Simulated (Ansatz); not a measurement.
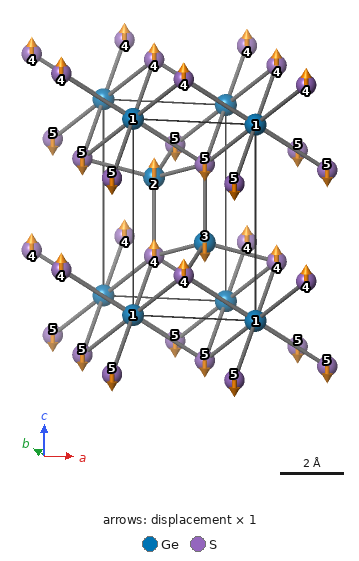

This is a relaxation of solid Ge₃S₂ (built on the A-type sesquioxide_164 type) (coarse preliminary run). The starting structure is drawn; orange arrows show the displacements (the part carried along by the change of the cell is left out), at their true length.

The picture is a ball-and-stick view of the cell of the calculation, seen slightly off an axis.

Case: anti-A-type sesquioxide type (P-3m1, No. 164).

These are results of DFT r2SCAN, scalar-relativistic, plane waves, PAW in Ansatz, not measurements. Settings: plane-wave cutoff 500 eV; k-point mesh 6 × 6 × 4; occupations gaussian; smearing width 0.1 eV; no spin polarisation; cell and atoms relaxed; force threshold 0.04 eV/Å; at most 70 steps.

What happened in the run?

The largest moves relative to the cell, 0.65 Å, are those of Ge2 and Ge3. Ge3 goes along −c. Largest moves by element: Ge 0.65 Å, S 0.56 Å. Cell: a = b 4.105 → 4.585 Å (+11.7 %), c 6.387 → 5.609 Å (−12.2 %). Volume +9.6 %. Some distances before and after: Ge1–S4 2.840 → 3.280 Å, Ge2–S5 2.472 → 2.713 Å, Ge2–S4 2.555 → 2.332 Å. Among the angles between lasting bonds that change: Ge2–S4–Ge3 73.5° → 102.7°, S4–Ge3–S5 106.5° → 77.3°, Ge3–S4–Ge3 112.3° → 115.3°. The space group stays P-3m1 (No. 164). After 12 accepted moves (14 points after the start) the energy has fallen by 1.623 eV per cell of the calculation. The largest force component goes from 1.1 to 0.012 eV/Å. The pressure goes from 12.04 to 0.03 GPa. The line search rejected the trial step at point 9 of the run. At 1 point the geometry stayed and the basis and grid were re-selected for the new cell (energy shift of 3.4 meV per cell of the calculation at most each time).
